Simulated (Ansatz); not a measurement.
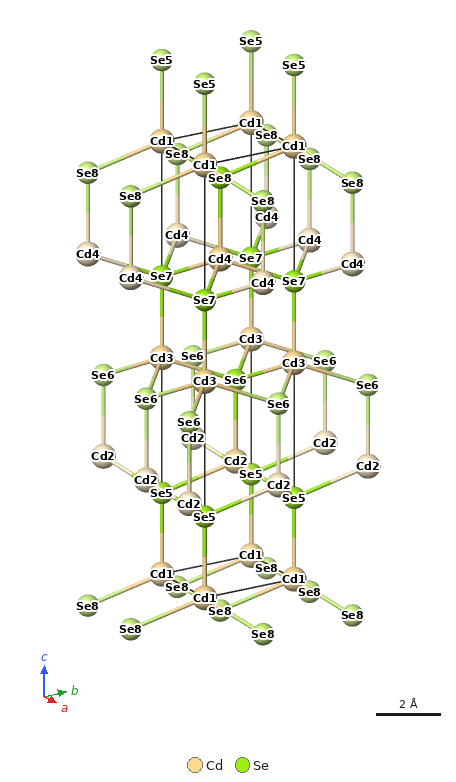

**Figure 1.** The input geometry of run 1 (ball-and-stick view of the cell of the calculation, seen slightly off an axis; neighbours outside the cell are drawn fainter; atoms are numbered from 1 in the order of the input).

# CdSe: a changed input and its effect

System: CdSe (P6₃mc, 8 atoms in the cell).
Method of run 1: DFT, PBE, plane waves, PAW, no spin polarisation (Ansatz 0.2.0).

The structure was built on a prototype by a generator. The geometry comes from this level: r2SCAN (a point of a series of volumes). Text and figures count atoms from 1; the logs count them from 0 in places.

**The input, run 1**
```yaml
crystal:
  lattice:
    - [4.2203397414, 0.0, 0.0]
    - [-2.1101698707, 3.6549214286, 0.0]
    - [0.0, 0.0, 13.7705923091]
  atoms:
    - { symbol: Cd, position: [0.0, 0.0, -0.000201564] }
    - { symbol: Cd, position: [0.3333333333, 0.6666666667, 0.2499621337] }
    - { symbol: Cd, position: [0.0, 0.0, 0.499798436] }
    - { symbol: Cd, position: [0.6666666667, 0.3333333333, 0.7499621337] }
    - { symbol: Se, position: [0.0, 0.0, 0.1874999893] }
    - { symbol: Se, position: [0.3333333333, 0.6666666667, 0.4377394409] }
    - { symbol: Se, position: [0.0, 0.0, 0.6874999893] }
    - { symbol: Se, position: [0.6666666667, 0.3333333333, 0.9377394409] }
kpoints:
  mp_grid: { grid: [6, 6, 1] }
hamiltonian:
  xc: pbe
scf:
  occupations: { method: fermi_dirac, width: 0.02 }
  n_extra_bands: 6
output:
  forces: true
  stress: true
  eigenvalues: true
basis:
  ecutwfc: 260
```

Launched with:
```bash
ansatz run input.yaml --threads 2 --pin off --max-ram 3686MiB --backend cpu --events-out ev --progress --plain --runs-dir out
```

Hardware: 2 threads of Arm Neoverse V1, 24 GiB of memory available, shared host.

**Output, shortened to warnings, some set-up lines, iterations and results (run 1)**
```
Warning: basis.ecutwfc = 260 eV is below the records' recommended 420 eV, and the density's cutoff is lower with it unless basis.ecutrho_ratio is high enough to keep the records' density cutoff: compare with a run at a higher cutoff
Basis set: ecut = 260 eV, 2053 PW (Γ), exchange–correlation on 48×48×150 points (8 copies of the dense FFT grid, shifted against one another)
Symmetry: 12 space group operations
k-points: 7 of 36
Initial density: superposition of atomic densities (neutral atoms: chi_scale 0, normalization atom), corrected by the library's trained network
[...]
SCF iter   1: F=—  HF=-54893.863264 eV  |F-HF|=—  |Δ(HF+E_count)|=         —  Δρ=1.79e-2  dr2=2.46e-1  ethr=1.77e-3  ⟨swp⟩=6.0  Hψ=1846  notcnv=0
SCF iter   2: F=—  HF=-54893.638988 eV  |F-HF|=—  |Δ(HF+E_count)|=   2.24e-1  Δρ=5.58e-3  dr2=1.95e-2  ethr=1.71e-4  ⟨swp⟩=2.0  Hψ=1206  notcnv=0  defer=12
SCF iter   3: F=—  HF=-54893.637523 eV  |F-HF|=—  |Δ(HF+E_count)|=   1.46e-3  Δρ=2.16e-3  dr2=5.77e-3  ethr=1.36e-5  ⟨swp⟩=2.0  Hψ=1068  notcnv=0  defer=12
SCF iter   4: F=—  HF=-54893.637055 eV  |F-HF|=—  |Δ(HF+E_count)|=   4.69e-4  Δρ=2.61e-4  dr2=9.02e-5  ethr=4.01e-6  ⟨swp⟩=2.0  Hψ=798  notcnv=0  defer=12
SCF iter   5: F=—  HF=-54893.636995 eV  |F-HF|=—  |Δ(HF+E_count)|=   5.98e-5  Δρ=7.27e-5  dr2=6.50e-6  ethr=6.27e-8  ⟨swp⟩=2.0  Hψ=1010  notcnv=0  defer=12
SCF iter   6: F=—  HF=-54893.636998 eV  |F-HF|=—  |Δ(HF+E_count)|=   3.44e-6  Δρ=1.93e-5  dr2=8.52e-7  ethr=4.51e-9  ⟨swp⟩=2.7  Hψ=905  notcnv=0  defer=12
SCF iter   7: F=-54893.637000 eV  HF=-54893.636999 eV  |F-HF|=1.31e-7  |Δ(HF+E_count)|=   1.12e-6  Δρ=4.41e-6  dr2=8.29e-8  ethr=6.94e-11  ⟨swp⟩=5.9  Hψ=2120  notcnv=0
SCF 1 converged in 7 iterations: F = -54893.637000 eV  dr2 = 8.29e-8
SCF converged after 7 iterations
Free energy (F): -54893.637000 eV
Harris-Foulkes:  -54893.636999 eV  (|F-HF|=1.31e-7)
Internal energy: -54893.637000 eV  (E = F + TS)
E sigma→0 (E₀):  -54893.637000 eV
Fermi energy:    8.704505 eV
--- Per-component energies (eV) ---
  E_band       = -3501.728451
  E_kinetic    = 2538.907319
  E_local      = -24980.281720  (includes V_loc(G=0)·N_el)
  E_nonlocal   = -2249.173915
  E_hartree    = 11915.488781
  E_xc         = -1134.789067
  E_vxc        = -1293.614921  (∫ρ·V_xc dr)
  E_paw        = -24001.490896  (= ΣΔE_a)
  E_vpaw       = -1348.521541  (= ΣTr[D̂ρ^β])
  E_aug_tail   = -0.035685  (compensation charges beyond the density's cutoff)
  E_ewald      = -16982.261816
  E_smearing   = -0.000000  (= −TS)
  E_closure    = 0.000000  (closes the sum)
  Σ components = -54893.637000   (vs F -54893.637000, Δ=0.00e0)
--- Forces (eV/Å), atoms counted from 1 ---
  atom   1  Cd    -0.00000000     0.00000000     0.02217779
  atom   2  Cd     0.00000000     0.00000000     0.00697286
  atom   3  Cd     0.00000000    -0.00000000     0.02217779
  atom   4  Cd    -0.00000000    -0.00000000     0.00697286
  atom   5  Se    -0.00000000    -0.00000000    -0.02095784
  atom   6  Se    -0.00000000     0.00000000    -0.00822001
  atom   7  Se    -0.00000000     0.00000000    -0.02095784
  atom   8  Se     0.00000000    -0.00000000    -0.00822001
  max |Σ_I F_I| component: 5.44e-5 eV/Å
--- Stress (GPa, compression-positive) ---
        6.567823       0.000000       0.000000
        0.000000       6.567823       0.000000
        0.000000       0.000000       6.511705
  P = ⅓ Tr σ = 6.5491 GPa (65.491 kbar)
```

For run 2 the input was changed thus:
```diff
-    - [4.2203397414, 0.0, 0.0]
-    - [-2.1101698707, 3.6549214286, 0.0]
-    - [0.0, 0.0, 13.7705923091]
+    - [4.3963870251, 0.0, 0.0]
+    - [-2.1981935125, 3.8073828486, 0.0]
+    - [0.0, 0.0, 14.3450189001]
```

How does run 2 compare with run 1?

With the same functional and potentials, run 2 lies 70.3 meV per atom lower. The gap on the mesh goes from 0.78 to 0.51 eV. The pressure goes from 6.55 to −0.20 GPa. The volume per atom goes from 26.55 to 30.01 Å³. The SCF takes 8 iterations against 7. The plane waves at Γ go from 2053 to 2299.

**Output, shortened to warnings, some set-up lines, iterations and results (run 2)**
```
Warning: basis.ecutwfc = 260 eV is below the records' recommended 420 eV, and the density's cutoff is lower with it unless basis.ecutrho_ratio is high enough to keep the records' density cutoff: compare with a run at a higher cutoff
Basis set: ecut = 260 eV, 2299 PW (Γ), exchange–correlation on 48×48×160 points (8 copies of the dense FFT grid, shifted against one another)
Symmetry: 12 space group operations
k-points: 7 of 36
Initial density: superposition of atomic densities (neutral atoms: chi_scale 0, normalization atom), corrected by the library's trained network
[...]
SCF iter   1: F=—  HF=-54894.421142 eV  |F-HF|=—  |Δ(HF+E_count)|=         —  Δρ=1.67e-2  dr2=2.47e-1  ethr=1.77e-3  ⟨swp⟩=6.0  Hψ=1859  notcnv=0
SCF iter   2: F=—  HF=-54894.200112 eV  |F-HF|=—  |Δ(HF+E_count)|=   2.21e-1  Δρ=5.10e-3  dr2=1.81e-2  ethr=1.71e-4  ⟨swp⟩=2.0  Hψ=1205  notcnv=0  defer=13
SCF iter   3: F=—  HF=-54894.199176 eV  |F-HF|=—  |Δ(HF+E_count)|=   9.35e-4  Δρ=1.97e-3  dr2=5.29e-3  ethr=1.26e-5  ⟨swp⟩=2.0  Hψ=1066  notcnv=0  defer=13
SCF iter   4: F=—  HF=-54894.199026 eV  |F-HF|=—  |Δ(HF+E_count)|=   1.50e-4  Δρ=1.89e-4  dr2=5.01e-5  ethr=3.67e-6  ⟨swp⟩=2.0  Hψ=802  notcnv=0  defer=13
SCF iter   5: F=—  HF=-54894.199358 eV  |F-HF|=—  |Δ(HF+E_count)|=   3.32e-4  Δρ=5.11e-5  dr2=8.05e-6  ethr=3.48e-8  ⟨swp⟩=2.0  Hψ=1009  notcnv=0  defer=13
SCF iter   6: F=—  HF=-54894.199360 eV  |F-HF|=—  |Δ(HF+E_count)|=   2.03e-6  Δρ=1.65e-5  dr2=1.41e-6  ethr=5.59e-9  ⟨swp⟩=2.0  Hψ=925  notcnv=0  defer=13
SCF iter   7: F=—  HF=-54894.199364 eV  |F-HF|=—  |Δ(HF+E_count)|=   3.32e-6  Δρ=6.64e-6  dr2=1.84e-7  ethr=9.82e-10  ⟨swp⟩=2.0  Hψ=781  notcnv=0  defer=13
SCF iter   8: F=-54894.199364 eV  HF=-54894.199364 eV  |F-HF|=4.24e-9  |Δ(HF+E_count)|=   3.60e-7  Δρ=1.11e-6  dr2=3.55e-9  ethr=6.94e-11  ⟨swp⟩=8.0  Hψ=1996  notcnv=0
SCF 1 converged in 8 iterations: F = -54894.199364 eV  dr2 = 3.55e-9
SCF converged after 8 iterations
Free energy (F): -54894.199364 eV
Harris-Foulkes:  -54894.199364 eV  (|F-HF|=4.24e-9)
Internal energy: -54894.199364 eV  (E = F + TS)
E sigma→0 (E₀):  -54894.199364 eV
Entropy (-TS):   -0.000000 eV (-0.000 meV/atom)
Fermi energy:    6.819893 eV
--- Per-component energies (eV) ---
  E_band       = -3711.978180
  E_kinetic    = 2526.765656
  E_local      = -26124.912772  (includes V_loc(G=0)·N_el)
  E_nonlocal   = -2247.003448
  E_hartree    = 12386.002044
  E_xc         = -1128.469521
  E_vxc        = -1284.960917  (∫ρ·V_xc dr)
  E_paw        = -24004.320109  (= ΣΔE_a)
  E_vpaw       = -1353.847613  (= ΣTr[D̂ρ^β])
  E_aug_tail   = -0.030762  (compensation charges beyond the density's cutoff)
  E_ewald      = -16302.230452
  E_smearing   = -0.000000  (= −TS)
  E_closure    = 0.000000  (closes the sum)
  Σ components = -54894.199364   (vs F -54894.199364, Δ=0.00e0)
--- Forces (eV/Å), atoms counted from 1 ---
  atom   1  Cd    -0.00000000    -0.00000000     0.00150945
  atom   2  Cd     0.00000000    -0.00000000    -0.00716453
  atom   3  Cd     0.00000000     0.00000000     0.00150945
  atom   4  Cd     0.00000000     0.00000000    -0.00716453
  atom   5  Se     0.00000000     0.00000000    -0.00123806
  atom   6  Se    -0.00000000     0.00000000     0.00689713
  atom   7  Se    -0.00000000    -0.00000000    -0.00123806
  atom   8  Se     0.00000000    -0.00000000     0.00689713
  max |Σ_I F_I| component: 7.98e-6 eV/Å
--- Stress (GPa, compression-positive) ---
       -0.135806       0.000000      -0.000000
        0.000000      -0.135806       0.000000
        0.000000       0.000000      -0.326869
  P = ⅓ Tr σ = -0.1995 GPa (-1.995 kbar)
```

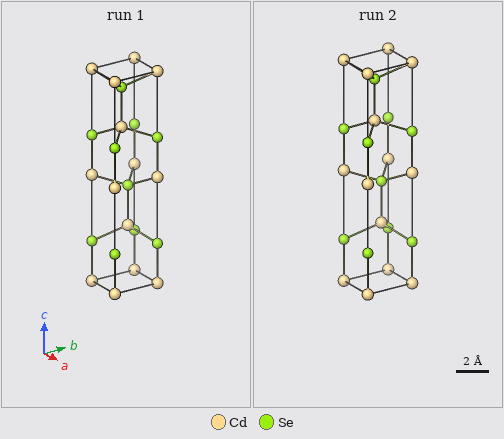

**Figure 2.** The two input geometries at one scale (ball-and-stick view of the cell of the calculation, seen slightly off an axis). The atoms keep their places relative to the cell (all moves are under 0.005 Å). The drawn cell changes as follows: a = b 4.220 → 4.396 Å (+4.2 %), c 13.771 → 14.345 Å (+4.2 %); the volume changes by +13.0 %. Among the contacts that change: Cd–Se 2.586 → 2.694 Å.

**The two runs side by side**

```csv
quantity,run 1,run 2
outcome,converged,converged
free energy per atom (eV),−6861.7046,−6861.7749
gap on the mesh (eV),0.78,0.51
pressure (GPa),6.55,−0.20
volume per atom (Å³),26.55,30.01
largest force (eV/Å),0.022,0.007
SCF iterations,7,8
irreducible k-points,7,7
plane waves at Γ,2053,2299
wall time (shared host),3 s,3.4 s
```

For both runs: Warnings: the cutoff is below the recommended one.
